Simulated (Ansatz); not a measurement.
# Run report: GaN, single-point calculation

GaN (Pm-3m, 2 atoms in the cell), computed with DFT, r2SCAN+rVV10, plane waves, PAW, no spin polarisation (Ansatz 0.2.0).

The structure was built on a prototype by a generator. The geometry comes from this level: r2scan-rvv10.

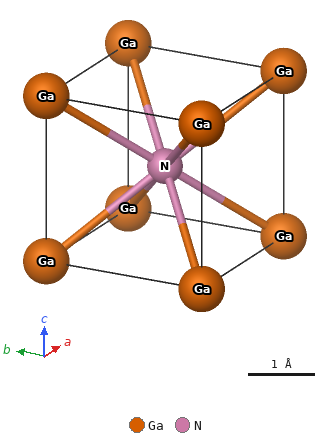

The input geometry (ball-and-stick view of the cell of the calculation, seen at an oblique angle).

Input
```yaml
crystal:
  lattice:
    - [2.688489775, 0.0, 0.0]
    - [0.0, 2.688489775, 0.0]
    - [0.0, 0.0, 2.688489775]
  atoms:
    - { symbol: Ga, position: [0.0, 0.0, 0.0] }
    - { symbol: "N", position: [0.5, 0.5, 0.5] }
kpoints:
  mp_grid: { grid: [10, 10, 10] }
  band_path:
    path: [[0.0, 0.0, 0.0], [0.0, 0.5, 0.0], [0.5, 0.5, 0.0], [0.5, 0.5, 0.5]]
    npoints: 1
hamiltonian:
  xc: r2scan
  dispersion: rvv10
scf:
  occupations: { method: fermi_dirac, width: 0.03 }
  n_extra_bands: 4
output:
  forces: true
  stress: true
  eigenvalues: true
  write_density: true
  write_potential: true
  elf: true
  volumetric_format: npy
```

Command:
```bash
ansatz run input.yaml --threads 2 --pin off --max-ram 2211MiB --backend cpu --events-out ev --progress --plain --runs-dir out
```

Output
```
scf.n_extra_bands = 4 over 9 filled bands (N_el = 18.0): the run solves 13 bands
Engine: ansatz 0.2.0, aarch64-unknown-linux-gnu
Pseudopotentials: kind: paw
Pseudopotential: Ga, paw, valence charge 13, recommended cutoff 500 eV (meta_gga), Ga.paw.azcp
Pseudopotential: N, paw, valence charge 5, recommended cutoff 500 eV (meta_gga), N.paw.azcp
Functional definition: r2SCAN+rVV10
  parameter k0 = 0.174
  parameter k1 = 0.065
  parameter a1 = 4.9479
  exchange = r2scan_x(k0 = k0, k1 = k1, a1 = a1)
  correlation = r2scan_c + rvv10(11.95, 0.0093)
Crystal: 2 atoms, lattice volume = 19.432 Å³
Basis set: ecut = 500 eV, 485 PW (Γ), exchange–correlation on 96×96×96 points (64 copies of the dense FFT grid, shifted against one another)
Bands: 13, of which v1, the nominal top of the filled ones, is band 9 counted from 1 (8 counted from 0)
Symmetry: 48 space group operations
Space group: Pm-3m (ITA 221), of the structure as read, at distance tolerance 2.7e-5 Å
k-points: 56 of 1000
Non-local potential: Ga, projectors of the file, l = 0: 2, l = 1: 2, l = 2: 3, l = 3: 1
Non-local potential: N, projectors of the file, l = 0: 2, l = 1: 2, l = 2: 1
PAW form: soft (Blöchl's): semilocal exchange-correlation on the pseudo side does not see the compensation charge
rVV10 density: all electrons in the spheres
PAW frozen core: Ga, regenerated for the run's functional (the file was generated under x = pbe(κ = 0.804, μ = 0.2195149727645171), c = pbe(β = 0.06672455060314922))
PAW frozen core: N, regenerated for the run's functional (the file was generated under x = pbe(κ = 0.804, μ = 0.2195149727645171), c = pbe(β = 0.06672455060314922))
PAW one-centre angular grid: Ga, 590 points (default); XC on 160 Gauss nodes
PAW one-centre angular grid: N, 302 points (default); XC on 160 Gauss nodes
Initial density: superposition of atomic densities (neutral atoms: chi_scale 0, normalization atom), corrected by the library's trained network
Initial wavefunctions: pseudopotential atomic-orbital guess
Functional: x = r2scan, c = r2scan + rvv10(b = 11.95, C = 0.0093); τ floored in thin density (d = 2e-4 eV/Å³)
SCF iter   1: F=—  HF=-4171.397060 eV  |F-HF|=—  |Δ(HF+E_count)|=         —  Δρ=1.20e-2  dr2=1.08e-2  dr2_τ=4.14e-2  ethr=1.77e-3  ⟨swp⟩=4.5  Hψ=3865  notcnv=0
preconditioner: auto → none  [metal: Δε(μ)=0.021 eV  Ē_g=19.486 eV  σ=0.030 eV  W_gap=0.17  n_scr=6 (ndim 8)  ℏωp=35.7 eV  f_vac=0.000  D(μ)=0.99/eV (n_scr^D=6)  sad-step TF]
SCF iter   2: F=—  HF=-4171.459276 eV  |F-HF|=—  |Δ(HF+E_count)|=   6.22e-2  Δρ=6.93e-3  dr2=7.68e-3  dr2_τ=1.85e-4  ethr=6.00e-5  ⟨swp⟩=2.1  Hψ=1913  notcnv=0
SCF iter   3: F=—  HF=-4171.459382 eV  |F-HF|=—  |Δ(HF+E_count)|=   1.06e-4  Δρ=4.33e-3  dr2=1.84e-3  dr2_τ=3.46e-4  ethr=4.27e-5  ⟨swp⟩=2.2  Hψ=1198  notcnv=0
SCF iter   4: F=—  HF=-4171.459164 eV  |F-HF|=—  |Δ(HF+E_count)|=   2.18e-4  Δρ=1.28e-3  dr2=1.78e-4  dr2_τ=2.41e-5  ethr=1.02e-5  ⟨swp⟩=2.2  Hψ=1111  notcnv=0
SCF iter   5: F=—  HF=-4171.459177 eV  |F-HF|=—  |Δ(HF+E_count)|=   1.32e-5  Δρ=1.53e-4  dr2=2.85e-6  dr2_τ=4.80e-7  ethr=9.91e-7  ⟨swp⟩=2.1  Hψ=954  notcnv=0
SCF iter   6: F=—  HF=-4171.459176 eV  |F-HF|=—  |Δ(HF+E_count)|=   8.78e-7  Δρ=5.88e-5  dr2=8.12e-7  dr2_τ=5.64e-8  ethr=1.59e-8  ⟨swp⟩=2.2  Hψ=1141  notcnv=0
SCF iter   7: F=-4171.459176 eV  HF=-4171.459176 eV  |F-HF|=8.74e-10  |Δ(HF+E_count)|=   3.20e-8  Δρ=9.79e-6  dr2=1.68e-8  dr2_τ=9.37e-10  ethr=5.56e-10  ⟨swp⟩=5.6  Hψ=4044  notcnv=0
SCF 1 converged in 7 iterations: F = -4171.459176 eV  dr2 = 1.68e-8
  greatest PAW one-centre occupation: 0.996 electrons in one spin orbital (limit 2), on the Ga atom at site 0 (counted from 0), in its partial waves of l = 2
NSCF: frozen V_eff on 4 k-points
SCF converged after 7 iterations
Free energy (F): -4171.459176 eV
Harris-Foulkes:  -4171.459176 eV  (|F-HF|=8.74e-10)
Internal energy: -4171.456313 eV  (E = F + TS)
E sigma→0 (E₀):  -4171.457745 eV
Entropy (-TS):   -0.002864 eV (-1.432 meV/atom)
Fermi energy:    13.505875 eV
--- Per-component energies (eV) ---
  E_band       = 29.005945
  E_kinetic    = 244.351544
  E_local      = -1659.727682  (includes V_loc(G=0)·N_el)
  E_nonlocal   = 477.755625
  E_hartree    = 777.210311
  E_xc         = -119.334446
  E_vxc        = -141.758728  (∫ρ·V_xc dr)
  E_paw        = -2137.764731  (= ΣΔE_a)
  E_vpaw       = -453.790477  (= ΣTr[D̂ρ^β])
  E_aug_tail   = -0.000001  (compensation charges beyond the density's cutoff)
  E_vtau       = 7.757360  (kinetic-family band-sum trace: ∫τ·v_τ [+ j·A + Jᵃ·Aᵃ] dr)
  E_ewald      = -1753.264298
  E_core_change = -0.682634  (= ΣΔE_core)
  E_smearing   = -0.002864  (= −TS)
  E_closure    = -0.000000  (closes the sum)
  Σ components = -4171.459176   (vs F -4171.459176, Δ=0.00e0)
--- Forces (eV/Å), atoms counted from 1 ---
  atom   1  Ga    -0.00000000     0.00000000    -0.00000000
  atom   2  N      0.00000000    -0.00000000     0.00000000
  max |Σ_I F_I| component: 2.63e-30 eV/Å
--- Stress (GPa, compression-positive) ---
        0.208209       0.000000       0.000000
        0.000000       0.208209       0.000000
        0.000000       0.000000       0.208209
  P = ⅓ Tr σ = 0.2082 GPa (2.082 kbar)
--- Band table (eV; the first three rows and the last of 56) ---
  k-point 0: bands = ["-5.0613", "-2.7317", "-2.7317", "-2.1682", "-2.1682", "-2.1682", "11.9781", "11.9781", "11.9781", "12.1953", "23.9574", "23.9574", "28.6522"]
  k-point 1: bands = ["-4.8964", "-2.7269", "-2.6985", "-2.1881", "-2.1881", "-2.1665", "10.1030", "12.1056", "12.1056", "13.6393", "23.8658", "24.1400", "28.3501"]
  k-point 2: bands = ["-4.4201", "-2.7143", "-2.6111", "-2.2399", "-2.2399", "-2.1622", "7.9097", "12.4562", "12.4562", "14.8179", "23.1275", "24.6904", "27.5083"]
  k-point 55: bands = ["-2.6866", "-2.6866", "-2.6866", "-2.0134", "-2.0134", "0.7656", "10.1114", "10.1114", "10.1114", "15.0970", "15.0970", "15.0970", "17.4068"]
```

File rho_z.tsv
```
# z_ang	rho[e/angstrom^3]
# format = ansatz-planar-average/11
# lattice	2.688489775	0.000000000	0.000000000
# lattice	0.000000000	2.688489775	0.000000000
# lattice	0.000000000	0.000000000	2.688489775
# sites	2
# site	31	0.000000000	0.000000000	0.000000000
# site	7	1.344244887	1.344244887	1.344244887
0.000000	2.449410e0
0.112020	2.184131e0
0.224041	1.583901e0
0.336061	1.009287e0
0.448082	6.519116e-1
0.560102	4.955077e-1
0.672122	4.588262e-1
0.784143	4.864694e-1
0.896163	5.518426e-1
1.008184	6.327877e-1
1.120204	7.044140e-1
1.232224	7.495615e-1
1.344245	7.642891e-1
1.456265	7.495615e-1
1.568286	7.044140e-1
1.680306	6.327877e-1
1.792327	5.518426e-1
1.904347	4.864694e-1
2.016367	4.588262e-1
2.128388	4.955077e-1
2.240408	6.519116e-1
2.352429	1.009287e0
2.464449	1.583901e0
2.576469	2.184131e0
```

File v_z.tsv
```
# z_ang	v_es[eV]	v_tot[eV]
# format = ansatz-planar-average/11
# xc	r2scan
# density_cutoff_ev	2500
# datasets	Ga=:simpson_from_first_knot:soft:shift=0	N=:simpson_from_first_knot:soft:shift=0
# lattice	2.688489775	0.000000000	0.000000000
# lattice	0.000000000	2.688489775	0.000000000
# lattice	0.000000000	0.000000000	2.688489775
# sites	2
# site	31	0.000000000	0.000000000	0.000000000
# site	7	1.344244887	1.344244887	1.344244887
0.000000	4.018075e0	-8.199673e0
0.112020	4.152582e0	-7.797891e0
0.224041	4.554287e0	-7.423998e0
0.336061	5.211273e0	-7.018716e0
0.448082	6.096217e0	-6.158762e0
0.560102	7.143933e0	-5.298560e0
0.672122	8.004429e0	-4.637879e0
0.784143	8.329670e0	-4.564719e0
0.896163	8.029688e0	-5.146582e0
1.008184	7.174175e0	-6.248066e0
1.120204	6.104682e0	-7.340582e0
1.232224	5.284308e0	-8.242658e0
1.344245	4.985352e0	-8.735789e0
1.456265	5.284308e0	-8.242658e0
1.568286	6.104682e0	-7.340582e0
1.680306	7.174175e0	-6.248066e0
1.792327	8.029688e0	-5.146582e0
1.904347	8.329670e0	-4.564719e0
2.016367	8.004429e0	-4.637879e0
2.128388	7.143933e0	-5.298560e0
2.240408	6.096217e0	-6.158762e0
2.352429	5.211273e0	-7.018716e0
2.464449	4.554287e0	-7.423998e0
2.576469	4.152582e0	-7.797891e0
```

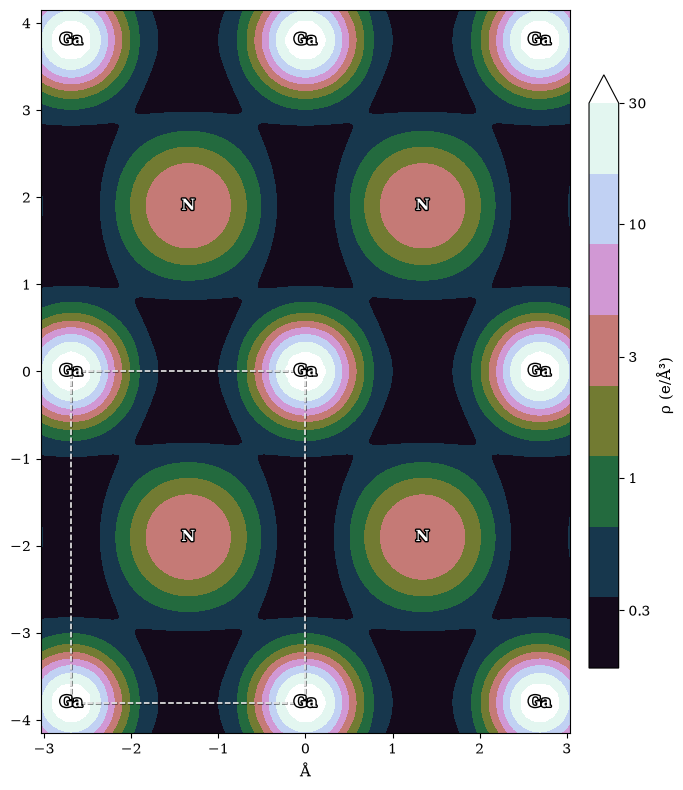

Valence charge density (pseudo) on the (110) plane of the conventional cell. Ga–N (2.33 Å): ρ at the midpoint is about 0.35 e/Å³. Away from the nuclei the density in this plane falls to 0.18 e/Å³ at its lowest. In a PAW calculation such maps are meaningful between the atoms, not at the nuclei.

Results in brief

- outcome: converged
- space group (tolerance 0.01 Å): Pm-3m (221)
- electrons treated: 18
- free energy: −4171.4592 eV
- Fermi energy: 13.506 eV
- band gap: none (metallic)
- pressure: 0.21 GPa
- largest force (length of the vector): under 0.001 eV/Å
- hardware: 2 threads of Arm Neoverse V2, 24 GiB of memory available, shared host
- wall time: 2 s (CPU time 3.8 s)
- peak memory: 0.35 GiB
